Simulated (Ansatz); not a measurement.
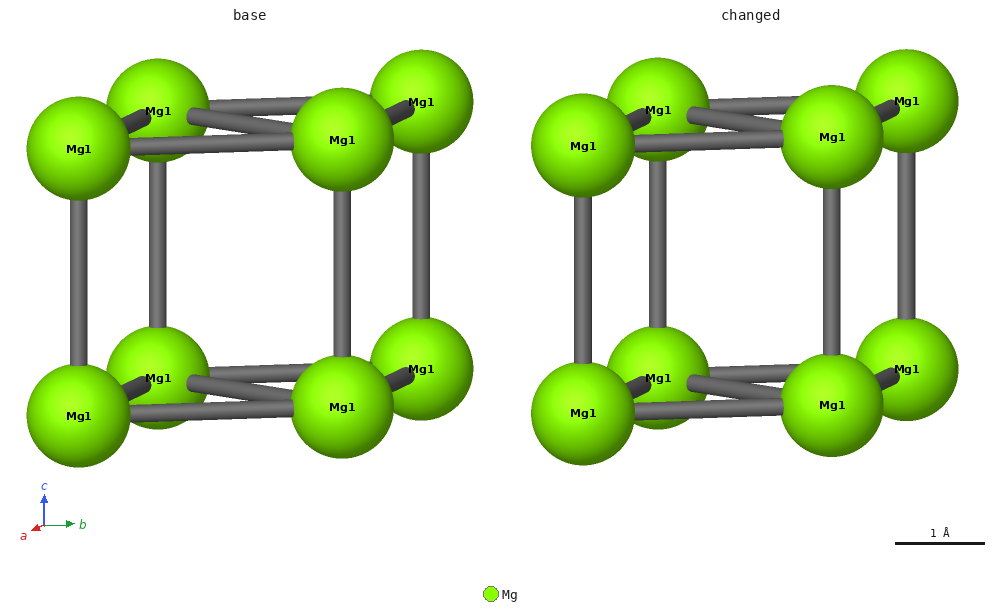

Left: a symmetric starting cell of Mg. Right: the same structure after one change, at the same scale. Style: ball-and-stick. Shown: the cell of the calculation, slightly off an axis.

Computed with DFT PBE, scalar-relativistic, plane waves, PAW in Ansatz. Set-up: plane-wave cutoff 420 eV; k-point mesh 15 × 15 × 12; occupations gaussian; smearing width 0.1 eV; no spin polarisation.

Question: What distinguishes the right structure from the left one?

Answer: The cell is strained by +0.4 % along c and −5.6 % across it (volume −10.6 %), the atoms keeping their fractional coordinates. No relaxation follows. The starting cell wasn't computed here and needn't be at equilibrium, so pressure and forces aren't due to the change alone.

Question: What does the change do?

Answer: The pressure is 6.8 GPa (not all of it need come from the change, since the unchanged cell can be under pressure at this level too). The principal stresses (compression positive) are 0.7 GPa along c and 9.9 GPa across it. All forces vanish by symmetry. Some distances before and after: Mg–Mg 3.049 → 2.878 to 3.056 Å. The space group stays P6/mmm (No. 191).
